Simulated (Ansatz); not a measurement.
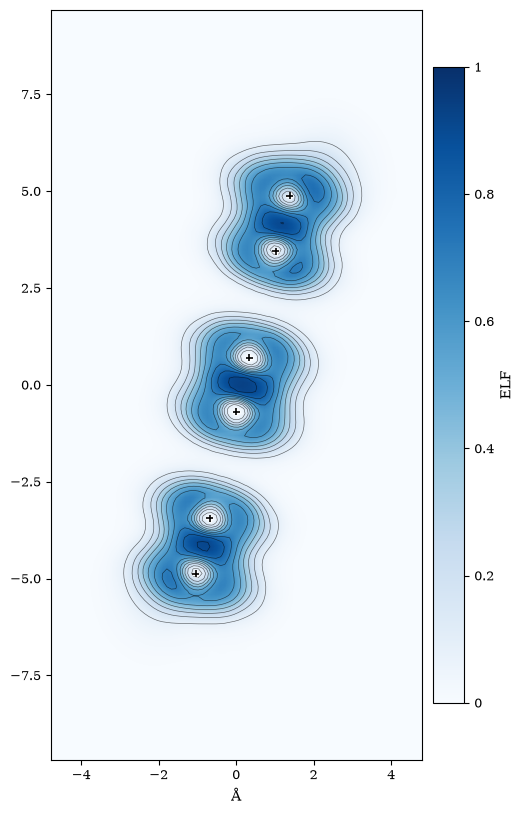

The electron localisation function on a plane through atoms (crosses mark nuclei in the plane).

All numbers below come from DFT PBE, scalar-relativistic, plane waves, PAW in Ansatz.

Candidates:
A. Si$_{6}$C$_{5}$ (slab), a = 3.10 Å, b = 3.10 Å, c = 25.95 Å, α = 90.00°, β = 90.00°, γ = 90.00°. Not relaxed (largest force 0.4 eV/Å).
B. C (slab), a = 2.47 Å, b = 8.87 Å, c = 26.05 Å, α = 90.00°, β = 90.00°, γ = 97.99°. 
C. Hf$_{3}$S$_{4}$ (slab), a = 3.65 Å, b = 6.86 Å, c = 21.32 Å, α = 90.00°, β = 90.00°, γ = 90.00°. Changed on purpose from its base cell (repeats removed: 1); not relaxed (largest force 2.0 eV/Å).

> Which system is this?

Candidate B: C on the (100) plane of the calculation cell, a cut from vacuum to vacuum, which holds C. C–C (1.43 Å): the ELF peaks at about 0.95 between the atoms. C–C (1.48 Å): the ELF peaks at about 0.90 between the atoms.
